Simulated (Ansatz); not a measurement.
**WS2: single-point calculation (part 2 of 2)**

Continued. System: WS2 (36 atoms in the cell). Method: DFT PBE+D3(BJ), scalar-relativistic, plane waves, PAW, no spin polarisation (Ansatz 0.2.0); cutoff 420 eV, 2×2×2 k-mesh, Gaussian smearing of 0.01 eV. The structure derives from a Materials Project entry. It belongs to a series of runs on one base structure; here: the perfect crystal in a cell of 36 atoms.

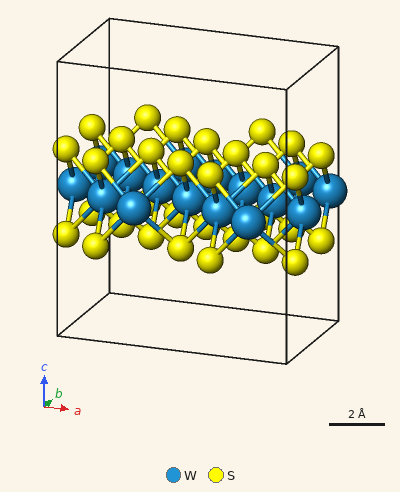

Figure 1. The structure as given in the input (ball-and-stick view of the cell of the calculation, with the vacuum cut short, seen slightly off an axis). An atom can appear more than once, as a periodic image.

**Log, continued**
```
--- Stress (GPa, compression-positive) ---
       -0.014153      -0.000000      -0.000000
       -0.000000      -0.014153       0.000000
       -0.000000       0.000000       0.001031
  P = ⅓ Tr σ = -0.0091 GPa (-0.091 kbar)
--- Band table (eV) ---
  k-point 0: bands = ["-73.5200", "-73.5084", "-73.5084", "-73.5084", "-73.5084", "-73.5084", "-73.5084", "-73.5014", "-73.5014", "-73.5014", "-73.4991", "-73.4991", "-37.9943", "-37.9943", "-37.9943", "-37.9040", "-37.9040", "-37.8692", "-37.8692", "-37.8459", "-37.8459", "-37.8459", "-37.8459", "-37.8459", "-37.8459", "-37.8154", "-37.7737", "-37.7737", "-37.7737", "-37.7737", "-37.7737", "-37.7737", "-37.7486", "-37.7486", "-37.7486", "-37.7403", "-37.7403", "-37.7213", "-37.7213", "-37.7213",
      "-37.7070", "-37.7070", "-37.7070", "-37.7070", "-37.7070", "-37.7070", "-37.6367", "-37.6367", "-14.4178", "-13.1984", "-13.1984", "-13.1984", "-13.1984", "-13.1984", "-13.1984", "-12.7843", "-12.3300", "-12.3300", "-12.3300", "-12.3300", "-12.3300", "-12.3300", "-12.2287", "-12.2287", "-12.2287", "-12.0030", "-12.0030", "-12.0030", "-11.9002", "-11.9002", "-11.8285", "-11.8285", "-6.1315", "-6.1315", "-6.1315", "-6.0085", "-5.4124", "-5.4124", "-4.9885", "-4.9885",
      "-4.9369", "-4.9369", "-4.9369", "-4.9369", "-4.9369", "-4.9369", "-4.8023", "-4.8023", "-4.8023", "-4.2044", "-4.2044", "-4.2044", "-4.2044", "-4.2044", "-4.2044", "-4.1157", "-4.1157", "-4.0434", "-4.0434", "-4.0434", "-3.5766", "-3.5766", "-3.5766", "-3.5766", "-3.5766", "-3.5766", "-3.4841", "-3.4841", "-3.0629", "-3.0629", "-3.0629", "-3.0629", "-3.0629", "-3.0629", "-2.9878", "-2.9878", "-2.9878", "-2.8760", "-2.8760", "-2.4041",
      "-2.4041", "-2.0171", "-2.0171", "-1.8386", "-1.8386", "-1.8386", "-1.8386", "-1.8386", "-1.8386", "-1.7810", "-1.7795", "-1.7795", "-1.7795", "-1.1568", "-1.1568", "-0.9708", "-0.9708", "-0.9708", "-0.9708", "-0.9708", "-0.9708", "-0.8023", "-0.8023", "-0.8023", "-0.5369", "-0.5369", "-0.5369", "-0.4671", "-0.4671", "-0.4671", "-0.4671", "-0.4671", "-0.4671", "0.2791", "0.4107", "0.4107", "2.3288", "2.3288", "2.4073", "2.4073",
      "2.4073", "2.4073", "2.4073", "2.4073", "3.2432", "3.2432", "3.2432", "3.2432", "3.2432", "3.2432", "3.3496", "3.3496", "3.3600", "3.3600", "3.3600", "3.4305", "3.4305", "3.4305", "3.4305", "3.4305", "3.4305", "3.4821", "3.4821", "3.7041", "3.7041", "3.7770", "3.7770", "3.7770", "4.4589", "4.4589", "4.4589", "4.4811"]
  k-point 1: bands = ["-73.5200", "-73.5084", "-73.5084", "-73.5084", "-73.5084", "-73.5084", "-73.5084", "-73.5014", "-73.5014", "-73.5014", "-73.4991", "-73.4991", "-37.9943", "-37.9943", "-37.9943", "-37.9040", "-37.9040", "-37.8692", "-37.8692", "-37.8459", "-37.8459", "-37.8459", "-37.8459", "-37.8459", "-37.8459", "-37.8154", "-37.7737", "-37.7737", "-37.7737", "-37.7737", "-37.7737", "-37.7737", "-37.7486", "-37.7486", "-37.7486", "-37.7403", "-37.7403", "-37.7213", "-37.7213", "-37.7213",
      "-37.7070", "-37.7070", "-37.7070", "-37.7070", "-37.7070", "-37.7070", "-37.6367", "-37.6367", "-14.4178", "-13.1984", "-13.1984", "-13.1984", "-13.1984", "-13.1984", "-13.1984", "-12.7843", "-12.3300", "-12.3300", "-12.3300", "-12.3300", "-12.3300", "-12.3300", "-12.2287", "-12.2287", "-12.2287", "-12.0030", "-12.0030", "-12.0030", "-11.9002", "-11.9002", "-11.8285", "-11.8285", "-6.1315", "-6.1315", "-6.1315", "-6.0085", "-5.4124", "-5.4124", "-4.9885", "-4.9885",
      "-4.9369", "-4.9369", "-4.9369", "-4.9369", "-4.9369", "-4.9369", "-4.8023", "-4.8023", "-4.8023", "-4.2044", "-4.2044", "-4.2044", "-4.2044", "-4.2044", "-4.2044", "-4.1157", "-4.1157", "-4.0434", "-4.0434", "-4.0434", "-3.5766", "-3.5766", "-3.5766", "-3.5766", "-3.5766", "-3.5766", "-3.4841", "-3.4841", "-3.0629", "-3.0629", "-3.0629", "-3.0629", "-3.0629", "-3.0629", "-2.9878", "-2.9878", "-2.9878", "-2.8760", "-2.8760", "-2.4041",
      "-2.4041", "-2.0171", "-2.0171", "-1.8386", "-1.8386", "-1.8386", "-1.8386", "-1.8386", "-1.8386", "-1.7810", "-1.7795", "-1.7795", "-1.7795", "-1.1568", "-1.1568", "-0.9708", "-0.9708", "-0.9708", "-0.9708", "-0.9708", "-0.9708", "-0.8023", "-0.8023", "-0.8023", "-0.5369", "-0.5369", "-0.5369", "-0.4671", "-0.4671", "-0.4671", "-0.4671", "-0.4671", "-0.4671", "0.2791", "0.4107", "0.4107", "2.3288", "2.3288", "2.4073", "2.4073",
      "2.4073", "2.4073", "2.4073", "2.4073", "3.2432", "3.2432", "3.2432", "3.2432", "3.2432", "3.2432", "3.3496", "3.3496", "3.3600", "3.3600", "3.3600", "3.4305", "3.4305", "3.4305", "3.4305", "3.4305", "3.4305", "3.4821", "3.4821", "3.7041", "3.7041", "3.7770", "3.7770", "3.7770", "4.4589", "4.4589", "4.4589", "4.4811"]
  k-point 2: bands = ["-73.5165", "-73.5165", "-73.5108", "-73.5108", "-73.5038", "-73.5038", "-73.5038", "-73.5038", "-73.5014", "-73.5014", "-73.5004", "-73.5004", "-37.9652", "-37.9652", "-37.9396", "-37.9396", "-37.9396", "-37.9396", "-37.9285", "-37.9285", "-37.8182", "-37.8182", "-37.8026", "-37.8026", "-37.7894", "-37.7894", "-37.7821", "-37.7821", "-37.7774", "-37.7774", "-37.7570", "-37.7570", "-37.7570", "-37.7570", "-37.7486", "-37.7486", "-37.7447", "-37.7447", "-37.7224", "-37.7224",
      "-37.7224", "-37.7224", "-37.7058", "-37.7058", "-37.6792", "-37.6792", "-37.6543", "-37.6543", "-14.0744", "-14.0744", "-13.4681", "-13.4681", "-12.6560", "-12.6560", "-12.5883", "-12.5883", "-12.5883", "-12.5883", "-12.4322", "-12.4322", "-12.2618", "-12.2618", "-12.1156", "-12.1156", "-12.1156", "-12.1156", "-12.0816", "-12.0816", "-11.9770", "-11.9770", "-11.9223", "-11.9223", "-5.7209", "-5.7209", "-5.6038", "-5.6038", "-5.6018", "-5.6018", "-5.6018", "-5.6018",
      "-5.3339", "-5.3339", "-5.1096", "-5.1096", "-5.0775", "-5.0775", "-4.8941", "-4.8941", "-4.4604", "-4.4604", "-4.4604", "-4.4604", "-4.0788", "-4.0788", "-3.9971", "-3.9971", "-3.9971", "-3.9971", "-3.9193", "-3.9193", "-3.7349", "-3.7349", "-3.4909", "-3.4909", "-3.2005", "-3.2005", "-3.1746", "-3.1746", "-3.0532", "-3.0532", "-2.9652", "-2.9652", "-2.9652", "-2.9652", "-2.9226", "-2.9226", "-2.5721", "-2.5721", "-2.3837", "-2.3837",
      "-2.2468", "-2.2468", "-2.0842", "-2.0842", "-1.7852", "-1.7852", "-1.7769", "-1.7769", "-1.5582", "-1.5582", "-1.5582", "-1.5582", "-1.5418", "-1.5418", "-1.5413", "-1.5413", "-1.5413", "-1.5413", "-1.5410", "-1.5410", "-1.2806", "-1.2806", "-0.8667", "-0.8667", "-0.5060", "-0.5060", "-0.5060", "-0.5060", "-0.4932", "-0.4932", "-0.1876", "-0.1876", "-0.0228", "-0.0228", "0.0858", "0.0858", "2.6935", "2.6935", "2.8456", "2.8456",
      "2.8585", "2.8585", "2.9117", "2.9117", "2.9117", "2.9117", "2.9921", "2.9921", "3.0309", "3.0309", "3.1569", "3.1569", "3.1979", "3.1979", "3.4544", "3.4544", "3.4544", "3.4544", "3.6102", "3.6102", "3.8073", "3.8073", "3.8219", "3.8219", "3.9627", "3.9627", "4.0492", "4.0492", "4.1705", "4.1705", "4.1705", "4.1705"]
  k-point 3: bands = ["-73.5165", "-73.5165", "-73.5108", "-73.5108", "-73.5038", "-73.5038", "-73.5038", "-73.5038", "-73.5014", "-73.5014", "-73.5004", "-73.5004", "-37.9652", "-37.9652", "-37.9396", "-37.9396", "-37.9396", "-37.9396", "-37.9285", "-37.9285", "-37.8182", "-37.8182", "-37.8026", "-37.8026", "-37.7894", "-37.7894", "-37.7821", "-37.7821", "-37.7774", "-37.7774", "-37.7570", "-37.7570", "-37.7570", "-37.7570", "-37.7486", "-37.7486", "-37.7447", "-37.7447", "-37.7224", "-37.7224",
      "-37.7224", "-37.7224", "-37.7058", "-37.7058", "-37.6792", "-37.6792", "-37.6543", "-37.6543", "-14.0744", "-14.0744", "-13.4681", "-13.4681", "-12.6560", "-12.6560", "-12.5883", "-12.5883", "-12.5883", "-12.5883", "-12.4322", "-12.4322", "-12.2618", "-12.2618", "-12.1156", "-12.1156", "-12.1156", "-12.1156", "-12.0816", "-12.0816", "-11.9770", "-11.9770", "-11.9223", "-11.9223", "-5.7209", "-5.7209", "-5.6038", "-5.6038", "-5.6018", "-5.6018", "-5.6018", "-5.6018",
      "-5.3339", "-5.3339", "-5.1096", "-5.1096", "-5.0775", "-5.0775", "-4.8941", "-4.8941", "-4.4604", "-4.4604", "-4.4604", "-4.4604", "-4.0788", "-4.0788", "-3.9971", "-3.9971", "-3.9971", "-3.9971", "-3.9193", "-3.9193", "-3.7349", "-3.7349", "-3.4909", "-3.4909", "-3.2005", "-3.2005", "-3.1746", "-3.1746", "-3.0532", "-3.0532", "-2.9652", "-2.9652", "-2.9652", "-2.9652", "-2.9226", "-2.9226", "-2.5721", "-2.5721", "-2.3837", "-2.3837",
      "-2.2468", "-2.2468", "-2.0842", "-2.0842", "-1.7852", "-1.7852", "-1.7769", "-1.7769", "-1.5582", "-1.5582", "-1.5582", "-1.5582", "-1.5418", "-1.5418", "-1.5413", "-1.5413", "-1.5413", "-1.5413", "-1.5410", "-1.5410", "-1.2807", "-1.2807", "-0.8667", "-0.8667", "-0.5060", "-0.5060", "-0.5060", "-0.5060", "-0.4932", "-0.4932", "-0.1876", "-0.1876", "-0.0228", "-0.0228", "0.0858", "0.0858", "2.6935", "2.6935", "2.8456", "2.8456",
      "2.8585", "2.8585", "2.9117", "2.9117", "2.9117", "2.9117", "2.9921", "2.9921", "3.0309", "3.0309", "3.1569", "3.1569", "3.1979", "3.1979", "3.4544", "3.4544", "3.4544", "3.4544", "3.6101", "3.6101", "3.8074", "3.8074", "3.8219", "3.8219", "3.9627", "3.9627", "4.0492", "4.0492", "4.1705", "4.1705", "4.1705", "4.1705"]
```

**Results in brief**

```tsv
quantity	value
outcome	converged
space group (tolerance 0.01 Å)	P-6m2 (187)
electrons treated	312
free energy	−146308.3099 eV
Fermi energy	1.370 eV
gap on the k-point mesh	1.92 eV
pressure	−0.01 GPa
largest force (length of the vector)	0.004 eV/Å
hardware	4 threads of Oxide Virtual Turin-like (Zen 5), 32 GiB of memory available, shared host
wall time	36 s (CPU time 2.1 min)
peak memory	6 GiB
```

**Notes**

The program warns: the exchange-correlation potential is rough where the density is thin. Spin–orbit coupling is left out, which matters for W.
